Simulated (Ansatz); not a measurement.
**SrTiO$_{3}$: single-point calculation (part 1 of 2)**

System: SrTiO$_{3}$ (slab, 30 atoms in the cell).
Method: DFT PBEsol, scalar-relativistic, plane waves, PAW, no spin polarisation (Ansatz 0.2.0).

The structure derives from an entry of the Crystallography Open Database. It belongs to a series of runs on one base structure; here: (1 1 0) slab cut from the bulk. Figures and captions count atoms from 1; the log counts them from 0 in places.

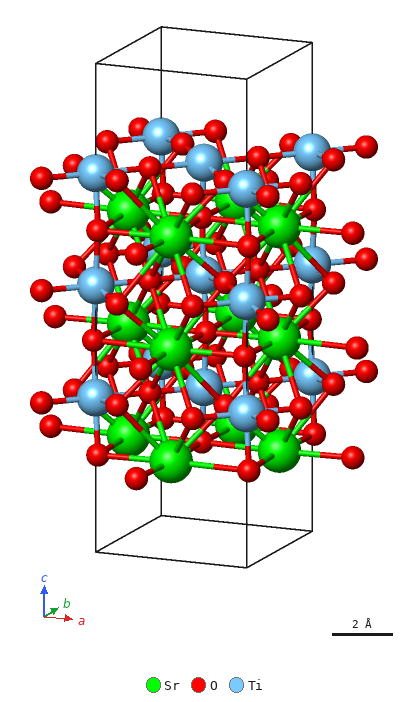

Fig. 1: The structure (ball-and-stick view of the cell of the calculation, with the vacuum cut short, seen slightly off an axis; bonded neighbours outside the cell are drawn too). An atom can appear more than once, as a periodic image.

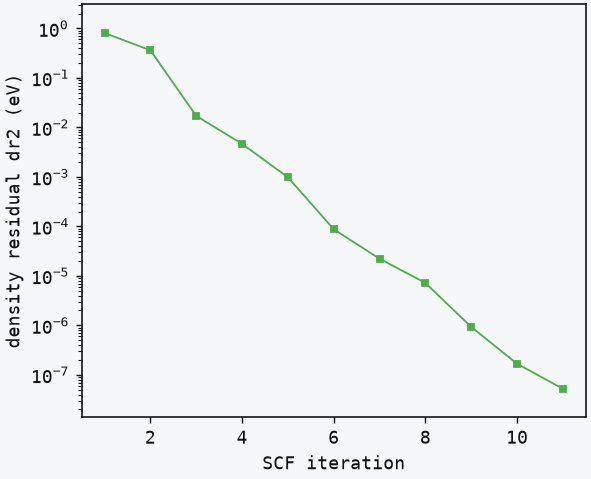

Fig. 2: Convergence of the self-consistent field: density residual dr2 against the SCF iteration. The residual falls at every step.

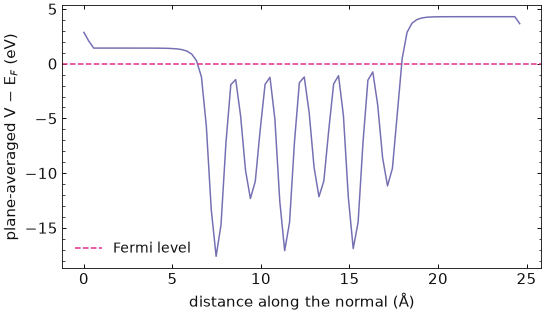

Fig. 3: Plane average of the electrostatic potential energy of an electron across the cell, from the Fermi level. The vacuum level lies 4.30 eV above the Fermi level on the upper side and 1.43 eV on the lower.

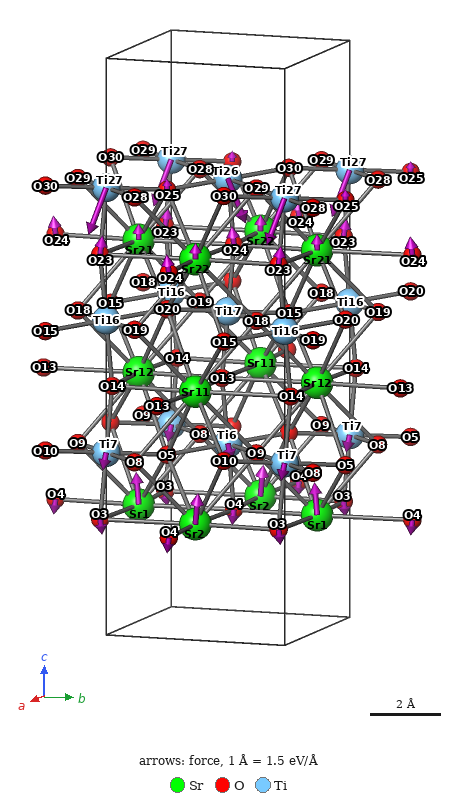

Fig. 4: Forces on the atoms as pink arrows (ball-and-stick view of the cell of the calculation, with the vacuum cut short, seen slightly off an axis; bonded neighbours outside the cell are drawn too; atoms are numbered from 1 in the order of the input); the smallest are left out. The largest act on Ti26, Ti27 (2.20 eV/Å); Sr1, Sr2 (1.44 eV/Å); O23, O24 (0.84 eV/Å); Ti6, Ti7 (0.80 eV/Å), among others. The geometry is not a stationary point of this energy.

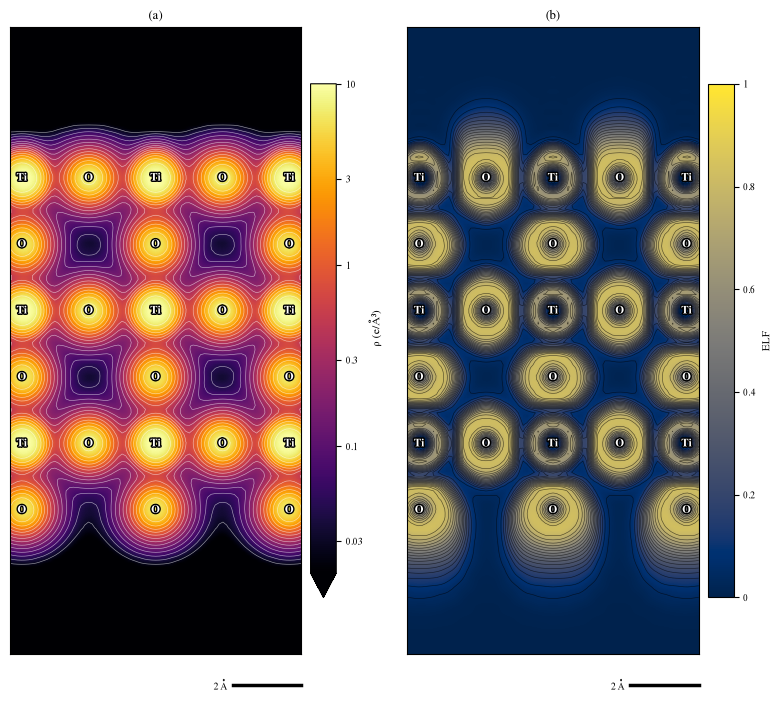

Fig. 5: (a) valence charge density (pseudo); (b) ELF on the (11̄0) plane of the calculation cell, a cut from vacuum to vacuum. The section cuts through O and Ti sites. Ti–O (1.95 Å): ρ at the midpoint is about 0.73 e/Å³; the ELF is about 0.25 at the midpoint. The density dies away to nearly zero in the vacuum. The strong features right at Ti lie inside the PAW spheres (semicore, d or f shells) and say nothing about bonding. Core electrons are frozen (PAW), so the fields are smoothed inside the atomic spheres.

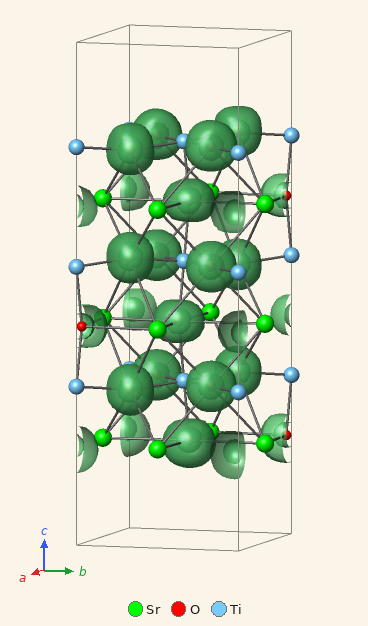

Fig. 6: Isosurface of the ELF at 0.75 (green), seen slightly off an axis. Only the valence region is drawn (cores and ρ < 0.01 e/Å³ removed). Sticks mark near contacts. Along the contacts the grid gives the following. Ti–O (1.95 Å): the ELF is about 0.25 at the midpoint. Sr–O (2.62 Å): the ELF is about 0.10 at the midpoint (ionic bonding with no shared pair).

These pictures come from the run below.

## The input
```yaml
crystal:
  lattice:
    - [5.5043380442, 0.0, 0.0]
    - [0.0344432621, 5.5042302792, 0.0]
    - [0.0, 0.0, 24.8911420919]
  atoms:
    - { symbol: Sr, position: [0.5, 0.0, 0.3013120078] }
    - { symbol: Sr, position: [0.0, 0.5, 0.3013120078] }
    - { symbol: O, position: [0.0246454728, 0.9753545272, 0.3013120078] }
    - { symbol: O, position: [0.4753545272, 0.5246454728, 0.3013120078] }
    - { symbol: O, position: [0.75, 0.25, 0.3715672113] }
    - { symbol: Ti, position: [0.5, 0.5, 0.3792505391] }
    - { symbol: Ti, position: [0.0, 0.0, 0.3792505391] }
    - { symbol: O, position: [0.25, 0.25, 0.3792505391] }
    - { symbol: O, position: [0.75, 0.75, 0.3792505391] }
    - { symbol: O, position: [0.25, 0.75, 0.3869338669] }
    - { symbol: Sr, position: [0.0, 0.5, 0.4571890704] }
    - { symbol: Sr, position: [0.5, 0.0, 0.4571890704] }
    - { symbol: O, position: [0.5246454728, 0.4753545272, 0.4571890704] }
    - { symbol: O, position: [0.9753545272, 0.0246454728, 0.4571890704] }
    - { symbol: O, position: [0.25, 0.75, 0.5274442739] }
    - { symbol: Ti, position: [0.0, 0.0, 0.5351276017] }
    - { symbol: Ti, position: [0.5, 0.5, 0.5351276017] }
    - { symbol: O, position: [0.75, 0.75, 0.5351276017] }
    - { symbol: O, position: [0.25, 0.25, 0.5351276017] }
    - { symbol: O, position: [0.75, 0.25, 0.5428109296] }
    - { symbol: Sr, position: [0.5, 0.0, 0.6130661331] }
    - { symbol: Sr, position: [0.0, 0.5, 0.6130661331] }
    - { symbol: O, position: [0.0246454728, 0.9753545272, 0.6130661331] }
    - { symbol: O, position: [0.4753545272, 0.5246454728, 0.6130661331] }
    - { symbol: O, position: [0.75, 0.25, 0.6833213365] }
    - { symbol: Ti, position: [0.5, 0.5, 0.6910046644] }
    - { symbol: Ti, position: [0.0, 0.0, 0.6910046644] }
    - { symbol: O, position: [0.25, 0.25, 0.6910046644] }
    - { symbol: O, position: [0.75, 0.75, 0.6910046644] }
    - { symbol: O, position: [0.25, 0.75, 0.6986879922] }
basis:
  ecutwfc: 420
kpoints:
  mp_grid: { grid: [5, 5, 1] }
hamiltonian:
  xc: pbesol
scf:
  occupations: { method: gaussian, width: 0.05 }
output:
  forces: true
  stress: true
  eigenvalues: true
  write_density: true
  write_potential: true
  elf: true
  volumetric_format: npy
efield:
  axis: 3
  dipole_correction: true
  ramp_width: 0.04
```

Launched with:
```bash
ansatz run input.yaml --threads 4 --pin off --max-ram 10240MiB --backend cpu --events-out ev --progress --plain --runs-dir out
```

## Output
```
Engine: ansatz 0.2.0, aarch64-unknown-linux-gnu
Pseudopotentials: kind: paw
Pseudopotential: Sr, paw, valence charge 10, recommended cutoff 420 eV (normal), Sr.paw.azcp
Pseudopotential: O, paw, valence charge 6, recommended cutoff 420 eV (normal), O.paw.azcp
Pseudopotential: Ti, paw, valence charge 12, recommended cutoff 420 eV (normal), Ti.paw.azcp
Functional definition: PBEsol
  exchange = pbesol_x
  correlation = pbesol_c
Crystal: 30 atoms, lattice volume = 754.131 Å³
Basis set: ecut = 420 eV, 14711 PW (Γ), exchange–correlation on 80×80×360 points (8 copies of the dense FFT grid, shifted against one another)
Bands: 150, of which v1, the nominal top of the filled ones, is band 120 counted from 1 (119 counted from 0)
Symmetry: 4 space group operations
Space group: Cmm2 (ITA 35), of the structure as read, at distance tolerance 9.1e-5 Å
k-points: 9 of 25
Non-local potential: Sr, projectors of the file, l = 0: 3, l = 1: 2, l = 2: 2
Non-local potential: O, projectors of the file, l = 0: 2, l = 1: 2, l = 2: 1
Non-local potential: Ti, projectors of the file, l = 0: 3, l = 1: 2, l = 2: 3, l = 3: 1
PAW form: soft (Blöchl's): semilocal exchange-correlation on the pseudo side does not see the compensation charge
PAW frozen core: Sr, regenerated for the run's functional, and the local potential with it (the file was generated under x = pbe(κ = 0.804, μ = 0.2195149727645171), c = pbe(β = 0.06672455060314922))
PAW frozen core: O, regenerated for the run's functional, and the local potential with it (the file was generated under x = pbe(κ = 0.804, μ = 0.2195149727645171), c = pbe(β = 0.06672455060314922))
PAW frozen core: Ti, regenerated for the run's functional, and the local potential with it (the file was generated under x = pbe(κ = 0.804, μ = 0.2195149727645171), c = pbe(β = 0.06672455060314922))
PAW one-centre angular grid: Sr, 110 points (default); XC on 64 Gauss nodes
PAW one-centre angular grid: O, 110 points (default); XC on 64 Gauss nodes
PAW one-centre angular grid: Ti, 590 points (default); XC on 64 Gauss nodes
Initial density: superposition of atomic densities (neutral atoms: chi_scale 0, normalization atom), corrected by the library's trained network
Initial wavefunctions: pseudopotential atomic-orbital guess
Functional: x = pbesol(κ = 0.804, μ = 0.12345679012345678), c = pbesol(β = 0.046)
```
